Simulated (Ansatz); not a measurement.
Here is a crystal structure:

```
C
1.0
     2.52210    0.00000    0.00000
    -1.26105    2.18420    0.00000
     0.00000    0.00000    4.11860
C
4
Cartesian
  0.0000 1.4561 0.5574
  1.2610 0.7281 2.3167
  0.0000 1.4561 1.8019
  1.2610 0.7281 3.8612
```

**Interpret the file: composition, symmetry and coordination.**

The element is carbon. It takes space group P3m1 (No. 156) on a primitive hexagonal lattice. The cell holds four atoms. The neighbours of C are four C in a distorted tetrahedral arrangement at 1.24 to 1.67 Å. The bonds build a three-dimensional framework.

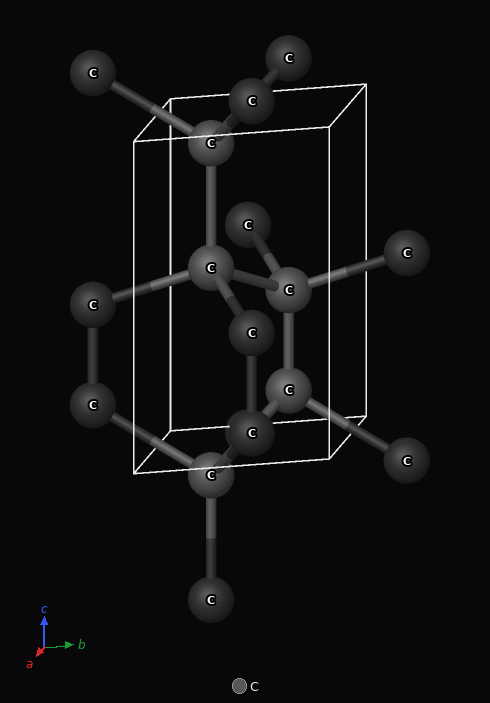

We look at a ball-and-stick model of the crystal slightly off an axis. One conventional unit cell is framed, with atoms on its boundary repeated. Atoms of adjacent cells appear where they bond to atoms in the box, in fainter colours. Colours: carbon dark grey.

The starting point was an entry, possibly a prediction, of the Crystallography Open Database. The cell was then strained or its atoms displaced on purpose. It was run through Ansatz as a DFT input.

At this level of theory the cell isn't at rest (compressed, at 32 GPa and forces up to 22.4 eV/Å), so its distances can differ from those at equilibrium, the more so the softer the solid.
